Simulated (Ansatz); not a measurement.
## Sc (space group I4/mmm, No. 139): the states at the Fermi level

The calculation's input:

```yaml
crystal:
  lattice:
    - [-1.879, 1.879, 2.3805]
    - [1.879, -1.879, 2.3805]
    - [1.879, 1.879, -2.3805]
  atoms:
    - { symbol: Sc, position: [0.0, 0.0, 0.0] }
basis:
  ecutwfc: 420
kpoints:
  mp_grid: { grid: [14, 14, 14] }
hamiltonian:
  xc: pbe
scf:
  occupations: { method: gaussian, width: 0.05 }
output:
  forces: true
  eigenvalues: true
  eigenstates:
    nscf_kmesh: { grid: [24, 24, 24] }
    top_band: c6
    de_dk: true
    localisation: false
  stress: true
checkpoint:
  write: ck
  compress: false
  write_wavefunctions: false
  write_every: 100000
```

Run with:

```sh
ansatz run input.yaml --threads 1 --pin off --max-ram 3072MiB --backend cpu --events-out ev --progress --plain --runs-dir out
```

Level of theory: Ansatz, DFT PBE, scalar-relativistic, plane waves, PAW; levels and slopes on a dense k mesh at the converged density. No spin polarisation. Mesh 24×24×24, interpolated with the band slopes. Cell and positions as given, without relaxation (residual pressure −10 GPa).

Part 1: The sheets

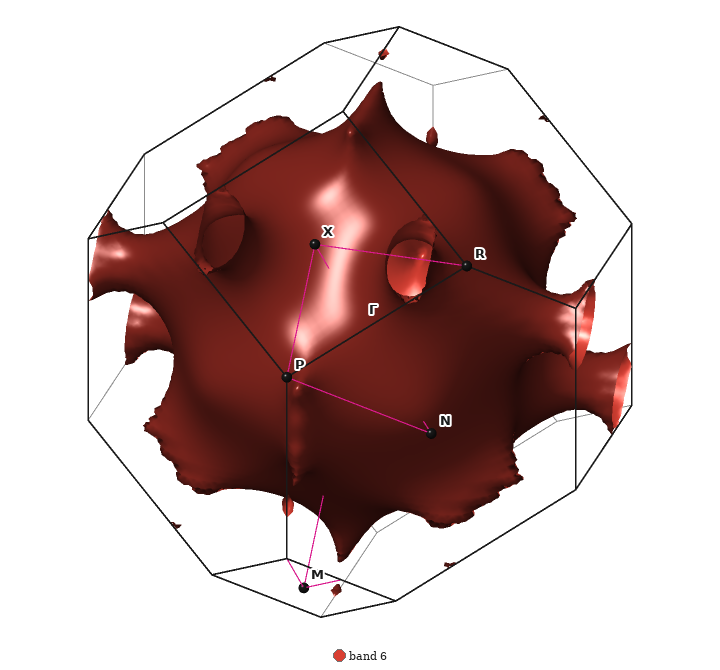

Computed Fermi surface of this crystal. One band crosses. The brighter face of a sheet looks towards empty states.

Summarise the topology of this Fermi surface.

Answer. One band crosses the Fermi level; this is a three-dimensional metal. Band 7 ends within 14 meV of the level without crossing it.

Band 6: an open sheet between a filled part that runs through the repeated zones in all directions and an empty one that does so in two and specks under 0.04 % of the zone, which the mesh doesn't resolve and which may come from the interpolation.
The shape of the surface of band 6 changes its kind within 0.03 eV of this level, so small parts may appear, vanish, join or separate.

What does the calculation give for N(E_F) and the Drude plasma frequency?

Answer. The density of states at the Fermi level is 2.8 states/eV per primitive cell. The intraband plasma frequencies along the cartesian axes x, y and z of the cell as given are 3.0, 3.0 and 3.3 eV.

Part 2: Speeds

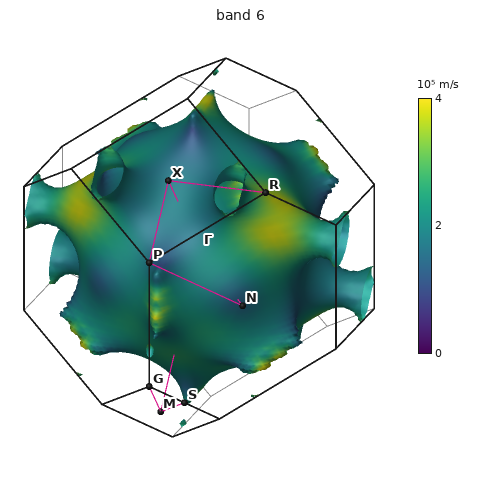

Fermi surface of this crystal, coloured by the Fermi speed.

Give the range and mean of the Fermi speed for each band.

Answer. Band 6: 1.5 to 3.6 × 10⁵ m/s over most of the sheet, 2.1 × 10⁵ m/s on average over states.

Part 3: Cuts and bands

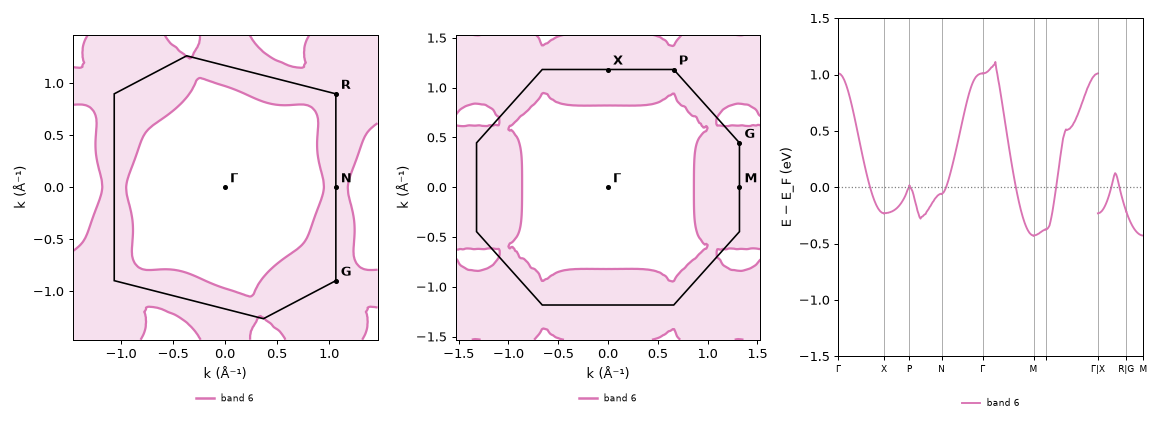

This crystal: cuts through the Fermi surface in the plane through Γ, N and R and the plane through Γ, M and X, filled states shaded, and the bands that cross the Fermi level.

Give each band's level at the labelled points, in eV from the Fermi level.

Answer.
```json
{"band": "band 6", "Γ": "+1.01", "M": "−0.43", "X": "−0.23", "P": "+0.01", "N": "−0.06"}
```

Negative values are filled states.

A band edge lies within 0.03 eV of the Fermi level, so pockets and density of states there aren't settled. Necks and pockets thinner than about two mesh steps aren't resolved, so separate pockets may in truth be joined.

Time for the whole run: 12 s on 1 thread of Intel(R) Xeon(R) Platinum 8488C (Sapphire Rapids), with other jobs on the host, peak memory 0.61 GiB.
